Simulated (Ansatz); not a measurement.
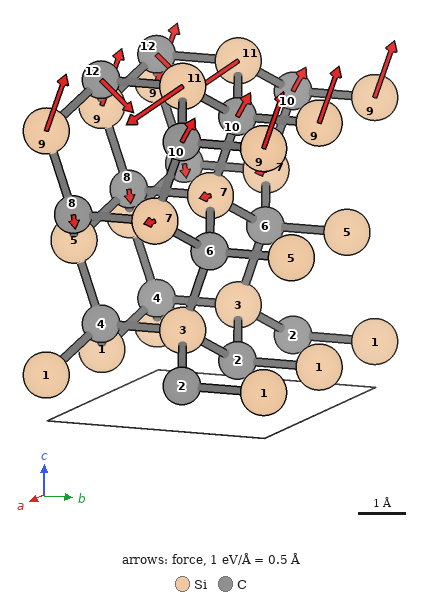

Starting geometry of a slab of composition SiC (cut from the P6_3mc phase) with the computed forces as red arrows. Style: ball-and-stick. Shown: the 2 × 1 repeat of the cell, outlined in the plane, without the vacuum, slightly off an axis.

Case: clean slab, lower half held. The slab is the (1 0 0) face of SiC. 6 atoms are held fixed.

Computed with Ansatz, DFT r2SCAN, scalar-relativistic, plane waves, PAW.

The input:
```yaml
crystal:
  lattice:
    - [3.0751950082, 0.0, 0.0]
    - [0.0, 5.0481668524, 0.0]
    - [0.0, 0.0, 23.2141263304]
  atoms:
    - { symbol: Si, position: [0.0, 0.9953971171, 0.3661563601] }
    - { symbol: C, position: [0.0, 0.6196028829, 0.3661563601] }
    - { symbol: Si, position: [0.5, 0.4953971171, 0.4043974001] }
    - { symbol: C, position: [0.5, 0.1196028829, 0.4043974001] }
    - { symbol: Si, position: [0.5, 0.9953971171, 0.48087948] }
    - { symbol: C, position: [0.5, 0.6196028829, 0.48087948] }
    - { symbol: Si, position: [0.0, 0.4953971171, 0.51912052] }
    - { symbol: C, position: [0.0, 0.1196028829, 0.51912052] }
    - { symbol: Si, position: [0.0, 0.9953971171, 0.5956025999] }
    - { symbol: C, position: [0.0, 0.6196028829, 0.5956025999] }
    - { symbol: Si, position: [0.5, 0.4953971171, 0.6338436399] }
    - { symbol: C, position: [0.5, 0.1196028829, 0.6338436399] }
basis:
  ecutwfc: 500
kpoints:
  mp_grid: { grid: [9, 5, 1] }
hamiltonian:
  xc: r2scan
scf:
  occupations: { method: gaussian, width: 0.05 }
output:
  forces: true
  eigenvalues: true
  write_density: true
  write_potential: true
  elf: true
  volumetric_format: npy
relax:
  adjacent_minimum: "off"
  f_tol: 0.03
  max_steps: 70
  constraints: [{ sites: [0, 1, 2, 3, 4, 5] }]
efield:
  axis: 3
  dipole_correction: true
  ramp_width: 0.04
```

Launched with:
```bash
ansatz run input.yaml --threads 4 --pin off --max-ram 10240MiB --backend cpu --events-out ev --progress --plain --runs-dir out
```

Question: What follows when this structure is relaxed?

Answer: It isn't relaxed: the largest force vector, on Si11, is 3.28 eV/Å. The final displacements follow the starting forces only in part (cosine between the two patterns 0.82). After 5 geometry steps the energy has fallen by 0.742 eV per cell of the calculation. Largest force component: 2.7 eV/Å at the start, 0.0053 eV/Å at the end. The largest move is that of Si11, 0.28 Å at 23° to the normal (−c side). Largest moves by element: Si 0.28 Å, C 0.12 Å. The cell stays as it was. Some distances before and after: Si11–C12 1.897 → 1.727 Å, Si7–C10 1.883 → 1.969 Å, Si9–C12 1.883 → 1.815 Å, C8–Si9 1.883 → 1.946 Å. Bond angles that change, for instance: Si7–C10–Si11 109.5° → 98.5°, C10–Si11–C12 109.5° → 117.6°, C12–Si9–C12 109.5° → 115.8°. The run took 110 s on 4 threads of Arm Neoverse V1, on a shared host, peak memory 1.4 GiB.
